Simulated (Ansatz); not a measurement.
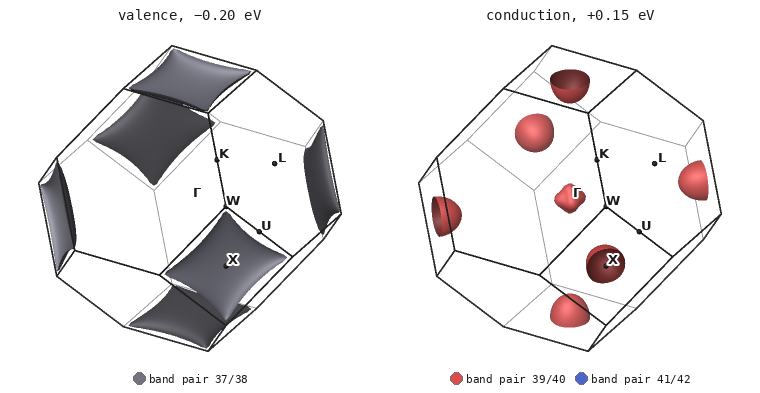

HfO₂ (space group Fm-3m, No. 225): constant-energy surfaces at both band edges (energies from each edge).

All numbers here come from Ansatz, DFT PBE, spin-orbit coupling, plane waves, PAW; levels and slopes on a dense k mesh at the converged density. Non-magnetic. With an inversion centre and no moment every band is doubly degenerate; a pair is shown and named once. k mesh for the levels: 28×28×28. The geometry was not relaxed.

Masses come from a second pass at points close to the extrema; at the energies drawn a band may no longer be parabolic.

Q: Is the gap direct or indirect, and how large does the calculation make it?

A: The gap is direct, 3.72 eV at this level of theory, which underestimates gaps and can reorder valleys that lie close.

Q: Give the valleys and their effective masses.

A: Valence band (extrema up to 0.20 eV from the edge): three equivalent maxima at X, principal masses 0.29, 3.16 and 3.16 mₑ. Band pair 37/38 forms the valence edge.
Conduction band (extrema up to 0.15 eV from the edge): three equivalent minima at X, principal masses 0.76, 0.76 and 1.24 mₑ; one minimum at Γ, 0.11 eV above the edge, two bands meeting there, with masses of 0.55 and 1.85 mₑ for the two bands, each the same along x, y and z. Band pair 39/40 forms the conduction edge; band pair 41/42 begins 0.11 eV higher (at Γ).

Where one band's surface lies inside another's, the outer one hides all or part of it.

Cost: 100 s on 1 thread of AMD EPYC 9R45 96-Core Processor (Zen 5) (shared host), peak memory 1.1 GiB.
